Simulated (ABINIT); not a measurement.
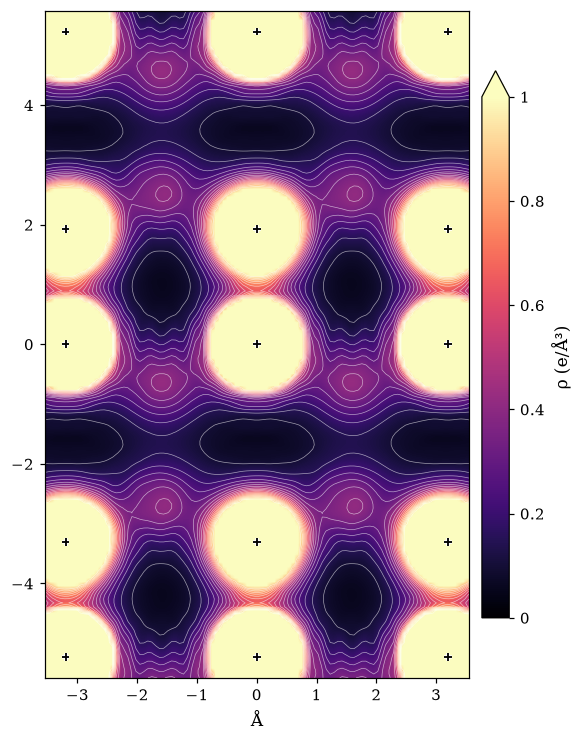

The valence electron density on a plane through atoms (crosses mark nuclei in the plane).

Level of theory: Kohn-Sham DFT of a periodic cell, PBEsol, JTH PAW PBE v2.0 in ABINIT.

Candidates:
A. CoO, a = 3.20 Å, b = 3.20 Å, c = 5.23 Å, α = 90.00°, β = 90.00°, γ = 120.00°. Space group P6₃mc; a structure from a database of computed crystals, not necessarily the ambient phase; computed pressure about −7 GPa in this cell; spin-polarised.
B. Si$_{2}$Ni, a = 5.41 Å, b = 5.41 Å, c = 5.41 Å, α = 90.00°, β = 90.00°, γ = 90.00°. Space group Fm-3m; spin-polarised.

Which candidate gave the map?

Candidate A: CoO on the (010) plane of the conventional cell, which holds Co and O. Co–O (1.92 Å): ρ at the midpoint is about 0.69 e/Å³.
